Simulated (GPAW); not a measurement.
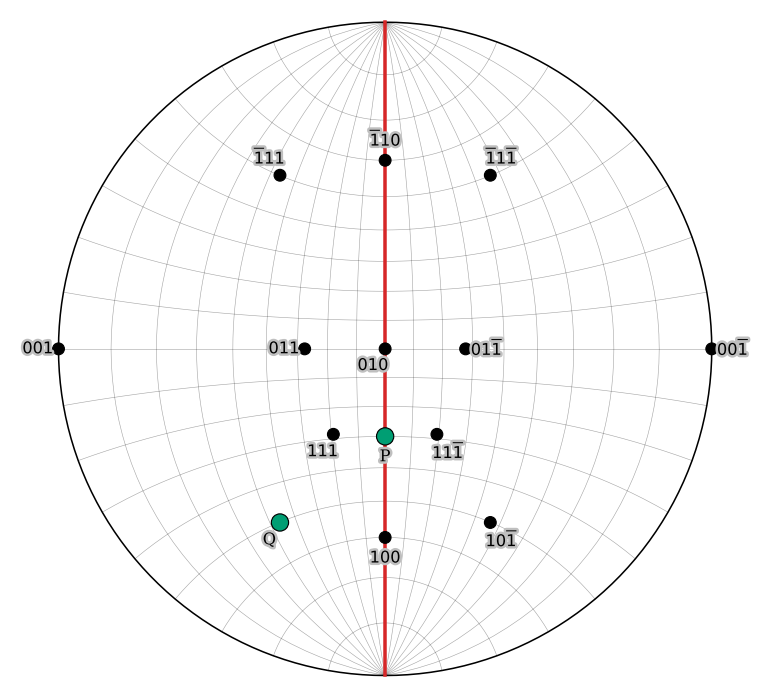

For Ge, a cell listed in the Materials Project, as set up for an electronic-structure calculation: stereographic projection of plane normals (upper hemisphere) centred on (0 1 0). All values are computed from the atomic coordinates in the standard setting (tolerance 0.002 Å).

a = 3.998 Å, b = 3.998 Å, c = 6.599 Å, α = 90.00°, β = 90.00°, γ = 120.00°.

Question: Index the poles marked P, Q.

Answer: P is (1 1 0), in four indices (1 1 −2 0), 30.0° from the centre; Q is (1 0 1), in four indices (1 0 −1 1), 63.7° from the centre.

Question: Which zone does the coloured great circle trace?

Answer: The zone [0 0 1]: its poles satisfy l = 0.

Question: What is the angle between the normals of (1 1 −1) and (0 0 −1), and what are their d_hkl = 1/|g|?

Answer: 73.1°; d = 1.913 Å and 6.599 Å.
